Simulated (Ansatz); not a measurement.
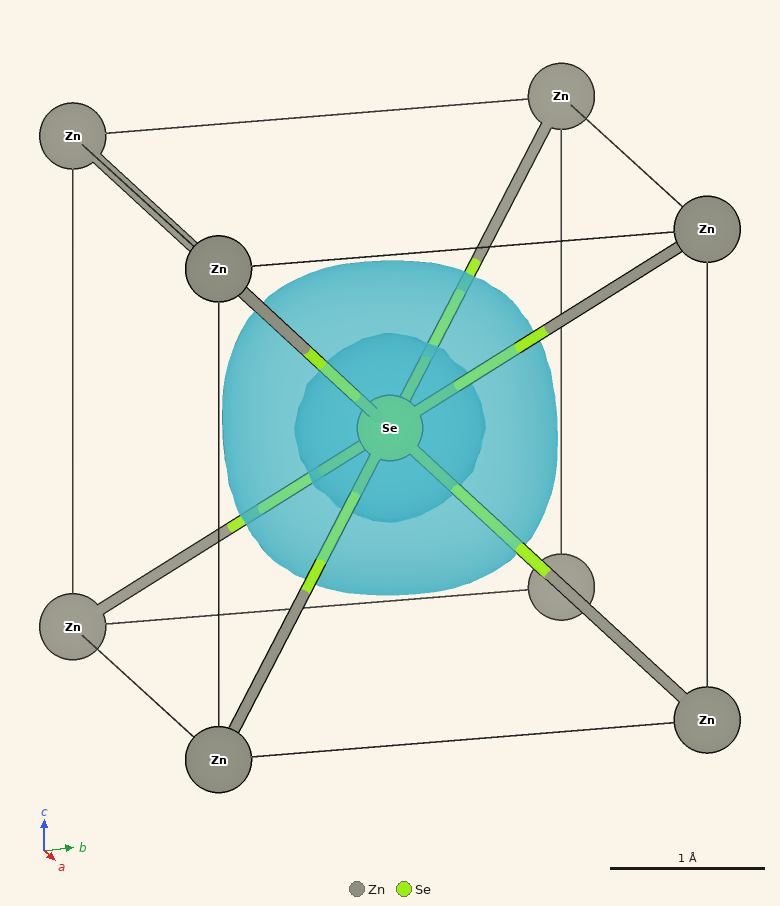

Figure 1: ZnSe. Isosurface of the ELF at 0.7 (cyan), seen slightly off an axis. Only the valence region is drawn (cores and ρ < 0.01 e/Å³ removed). Sticks mark near contacts.

Space group Pm-3m; started from the CsCl prototype, which need not be the ambient phase.

The calculation used DFT, r2SCAN, plane waves, PAW (Ansatz).

In a PAW calculation such maps are meaningful between the atoms, not at the nuclei.

```
CELL_PARAMETERS angstrom
3.32515 0.00000 0.00000
0.00000 3.32515 0.00000
0.00000 0.00000 3.32515
ATOMIC_POSITIONS crystal
Zn 0.00000 0.00000 0.00000
Se 0.50000 0.50000 0.50000
```

> Identify the bonds, lone pairs and shells in this picture.

The ELF exceeds this value in one region wrapped around Se (its valence shell), counted in one cell of 2 atoms. Any copies at cell faces, edges or corners count once.

Values along the shortest contacts:
Zn–Se (2.88 Å): the ELF is about 0.40 at the midpoint and 0.15 at its lowest between the atoms.
